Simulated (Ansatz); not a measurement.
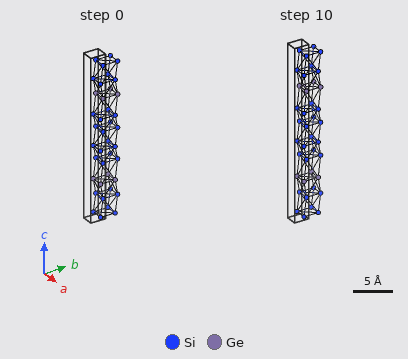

The structure of crystalline Si$_{4}$Ge (a generated structure, set up in P6_3/mmc) before (left) and after (right) a relaxation, at one scale.

The picture is a ball-and-stick view of the cell of the calculation, repeated 2 × 2 × 1 with one cell outlined, seen slightly off an axis.

Method: Ansatz 0.2.0, DFT PBE, scalar-relativistic, plane waves, PAW.

Input
```yaml
crystal:
  lattice:
    - [2.8655244872, 0.0, 0.0]
    - [-1.4327622436, 2.4816170011, 0.0]
    - [0.0, 0.0, 21.9138439429]
  atoms:
    - { symbol: Si, position: [0.3333333333, 0.6666666667, 0.9515629818] }
    - { symbol: Si, position: [0.3333333333, 0.6666666667, 0.1421683556] }
    - { symbol: Si, position: [0.3333333333, 0.6666666667, 0.3578316444] }
    - { symbol: Si, position: [0.3333333333, 0.6666666667, 0.5484370182] }
    - { symbol: Si, position: [0.6666666667, 0.3333333333, 0.0484370182] }
    - { symbol: Si, position: [0.6666666667, 0.3333333333, 0.4515629818] }
    - { symbol: Si, position: [0.6666666667, 0.3333333333, 0.6421683556] }
    - { symbol: Si, position: [0.6666666667, 0.3333333333, 0.8578316444] }
    - { symbol: Ge, position: [0.3333333333, 0.6666666667, 0.75] }
    - { symbol: Ge, position: [0.6666666667, 0.3333333333, 0.25] }
basis:
  ecutwfc: 420
kpoints:
  mp_grid: { grid: [18, 18, 2] }
hamiltonian:
  xc: pbe
scf:
  occupations: { method: gaussian, width: 0.1 }
output:
  forces: true
  stress: true
  eigenvalues: true
  write_density: true
  write_potential: true
  elf: true
  volumetric_format: npy
relax:
  adjacent_minimum: "off"
  f_tol: 0.01
  max_steps: 80
  cell: { stress_tol: 0.05 }
```

Command:
```bash
ansatz run input.yaml --threads 1 --pin off --max-ram 2560MiB --backend cpu --events-out ev --progress --plain --runs-dir out
```

Q: Describe what moved and what it gained.

A: The largest moves relative to the cell, 0.022 Å, are those of Si2, Si3, Si7 and Si8. Si8 goes along +c. Ge stays in place. The volume changes by −0.2 %, with a = b 2.866 → 2.782 Å (−2.9 %), c 21.914 → 23.196 Å (+5.9 %). Among the contacts that change: Si2–Ge10 2.885 → 2.991 Å, Si1–Si1 2.866 → 2.782 Å, Ge10–Ge10 2.866 → 2.782 Å, Si1–Si8 2.637 → 2.701 Å. Bond angles that change, for instance: Si3–Si6–Si4 103.2° → 107.5°, Si6–Si3–Si6 65.8° → 62.0°, Si4–Si6–Si4 64.3° → 61.3°. The space group stays P6_3/mmc (No. 194). Over 8 accepted moves (10 points after the start) the energy falls by 0.161 eV per cell of the calculation. The largest force component goes from 0.15 to 0.00078 eV/Å. Pressure: 0.06 GPa at the start and 0.00 GPa at the end. The SCF was repeated twice at an unchanged geometry on a basis and grid sized afresh for the cell, which shifted the energy by 0.9 meV per cell of the calculation at most. The run took 6.6 min on 1 thread of Arm Neoverse V1, with other jobs on the host, peak memory 0.62 GiB.
